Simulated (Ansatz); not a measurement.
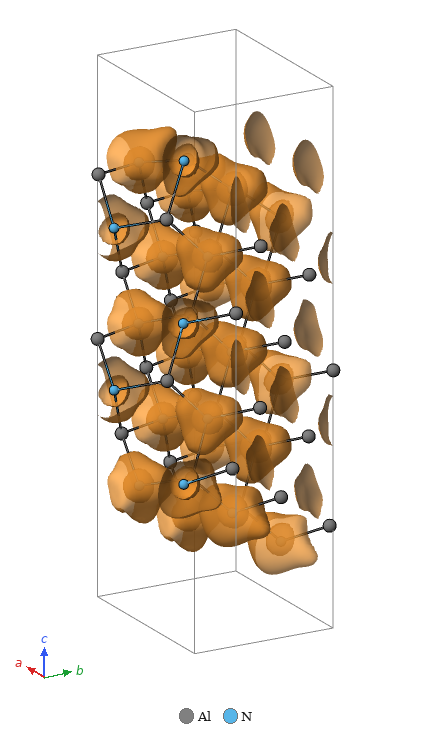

Figure. AlN (slab). Isosurface of the electron localisation function at 0.75 (orange), seen at an oblique angle. Core shells and regions of very low density are left out. Sticks mark near contacts.

Level of theory: Ansatz, DFT PBEsol, scalar-relativistic, plane waves, PAW.

In a PAW calculation such maps are meaningful between the atoms, not at the nuclei.

The calculation's input:

```
crystal:
  lattice:
    - [3.113812663, 0.0, 0.0]
    - [0.0, 4.9833864622, 0.0]
    - [0.0, 0.0, 26.6854437649]
  atoms:
    - { symbol: Al, position: [0.0, 0.0009968572, 0.2810520996] }
    - { symbol: "N", position: [0.0, 0.6190031428, 0.2810520996] }
    - { symbol: Al, position: [0.5, 0.5009968572, 0.314736392] }
    - { symbol: "N", position: [0.5, 0.1190031428, 0.314736392] }
    - { symbol: Al, position: [0.5, 0.0009968572, 0.3821049767] }
    - { symbol: "N", position: [0.5, 0.6190031428, 0.3821049767] }
    - { symbol: Al, position: [0.0, 0.5009968572, 0.4157892691] }
    - { symbol: "N", position: [0.0, 0.1190031428, 0.4157892691] }
    - { symbol: Al, position: [0.0, 0.0009968572, 0.4831578538] }
    - { symbol: "N", position: [0.0, 0.6190031428, 0.4831578538] }
    - { symbol: Al, position: [0.5, 0.5009968572, 0.5168421462] }
    - { symbol: "N", position: [0.5, 0.1190031428, 0.5168421462] }
    - { symbol: Al, position: [0.5, 0.0009968572, 0.5842107309] }
    - { symbol: "N", position: [0.5, 0.6190031428, 0.5842107309] }
    - { symbol: Al, position: [0.0, 0.5009968572, 0.6178950233] }
    - { symbol: "N", position: [0.0, 0.1190031428, 0.6178950233] }
    - { symbol: Al, position: [0.0, 0.0009968572, 0.685263608] }
    - { symbol: "N", position: [0.0, 0.6190031428, 0.685263608] }
    - { symbol: Al, position: [0.5, 0.5009968572, 0.7189479004] }
    - { symbol: "N", position: [0.5, 0.1190031428, 0.7189479004] }
basis:
  ecutwfc: 420
kpoints:
  mp_grid: { grid: [9, 6, 1] }
hamiltonian:
  xc: pbesol
scf:
  occupations: { method: gaussian, width: 0.05 }
output:
  forces: true
  eigenvalues: true
  write_density: true
  write_potential: true
  elf: true
  volumetric_format: npy
relax:
  adjacent_minimum: "off"
  f_tol: 0.02
  max_steps: 60
efield:
  axis: 3
  dipole_correction: true
```

Command:

```sh
ansatz run input.yaml --threads 2 --pin off --max-ram 5120MiB --backend cpu --events-out ev --progress --plain --runs-dir out
```

The fields are those of the relaxed geometry.

Q: Where are the electrons localised?

A: At this value the surface marks out ten regions on N in which the atom's valence shell and bonds are merged, counted in one cell of 20 atoms. Counts are for one cell; the picture repeats the cell along the surface.

Values along the shortest contacts:
Al–N (1.77 Å): the ELF peaks at about 0.85 in the valence shell of N, 0.8 Å from its nucleus, and is about 0.85 at the midpoint. Al–N (1.83 Å): the ELF peaks at about 0.90 in the valence shell of N, 0.8 Å from its nucleus, and is about 0.85 at the midpoint.
